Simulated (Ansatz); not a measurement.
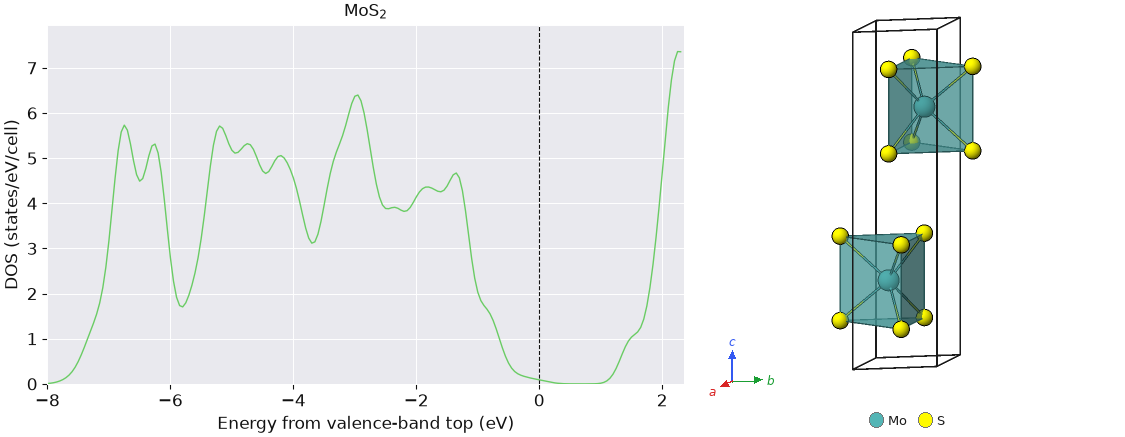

Density of states, beside the structure. Energies are counted from the top of the valence band. The curve is built from the levels of the k mesh with Gaussians 0.4 eV wide, which also blur the band edges.

The material is MoS2, space group P6_3/mmc, 6 atoms in the cell; a = 3.17 Å, b = 3.17 Å, c = 12.44 Å, α = 90.00°, β = 90.00°, γ = 120.00°.

Computed with Ansatz 0.2.0: DFT, HSE06, plane waves, PAW, no spin polarisation, 6×6×2 k mesh, 420 eV cutoff.

**Is there a gap at the Fermi level, and how wide?**

There is a gap; over the k points computed it is 1.48 eV (indirect; the smallest direct gap is 2.09 eV).

The atoms aren't at rest in this cell (largest force 0.4 eV/Å), so the relaxed material can differ.
